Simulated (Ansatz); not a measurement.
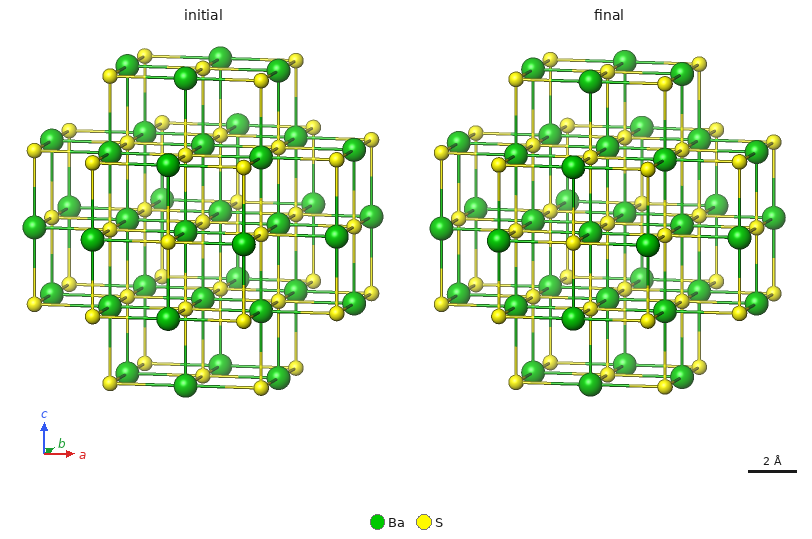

The structure of crystalline BaS (built on the rocksalt type) before (left) and after (right) a relaxation, at one scale.

A ball-and-stick model of the conventional cell (4 times the calculation's cell), seen slightly off an axis. Lengths and directions refer to the drawn axes.

These are results of DFT, PBE, plane waves, PAW (Ansatz), not measurements. Settings: plane-wave cutoff 420 eV; k-point mesh 6 × 6 × 6; occupations fermi dirac; smearing width 0.02 eV; no spin polarisation; cell and atoms relaxed; force threshold 0.005 eV/Å.

Describe what moved and what it gained.

Over 2 accepted moves (3 points after the start) the energy falls by 7.9 meV per atom. All forces vanish by symmetry, so only the cell relaxes. Pressure: −1.65 GPa at the start and −0.02 GPa at the end. At 1 point the geometry stayed and the basis and grid were re-selected for the new cell (energy shift of less than 0.05 meV per atom at most each time). The atoms keep their places relative to the cell (all moves are under 0.005 Å). The volume changes by −4.2 %, with a = b = c 6.523 → 6.430 Å (−1.4 %). Near-neighbour distances that change, for instance: Ba–S 3.261 → 3.215 Å. The space group stays Fm-3m (No. 225).
